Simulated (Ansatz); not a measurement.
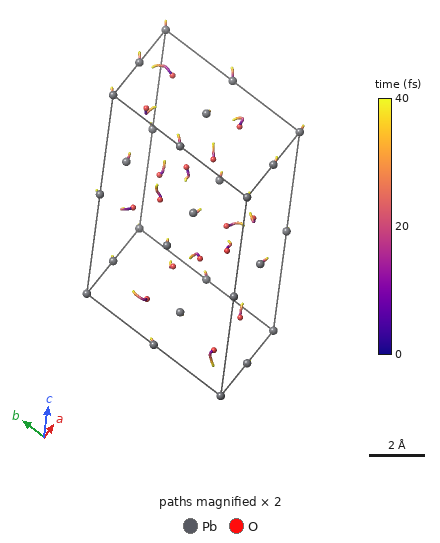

A Born-Oppenheimer molecular dynamics run of a 24-atom cell of PbO₂ (built on the fluorite type), 40 fs long. Dots mark each atom's position at evenly spaced times, coloured by time; spheres stand at the starting positions. The excursions are magnified 2 times. Seen from a free direction in the reduced simulation cell.

Computed with Ansatz 0.2.0, DFT, PBEsol, plane waves, PAW. Set-up: plane-wave cutoff 420 eV; k-point mesh 2 × 2 × 2; Fermi-Dirac smearing 0.052 eV; Langevin thermostat and barostat (NPT); set temperature 600 K; time step 1 fs.

> How do the atoms move?

Root-mean-square distances from the starting positions over the second half, with the common drift of all atoms taken out: O 0.19 Å, Pb 0.09 Å. The run lasts only 40 fs, too short to tell vibration from diffusion. The conserved quantity stays between −0.0033 and 0.051 meV per atom of its start. A straight-line fit has a slope that amounts to −0.013 meV per atom over 40 fs (under 0.1 % of the mean kinetic energy), its mean offset in the second half is under 0.1 %, and the ripple about the line is 0.2 % of the kinetic energy's fluctuation. With a drift under 2 % and a ripple under 7 %, the integration is accurate.

Limits of the set-up: the k-point mesh is coarse for a cell with partly filled bands.

The run took 5.7 min on 4 threads of Arm Neoverse N1, with other jobs on the host, peak memory 1.4 GiB.
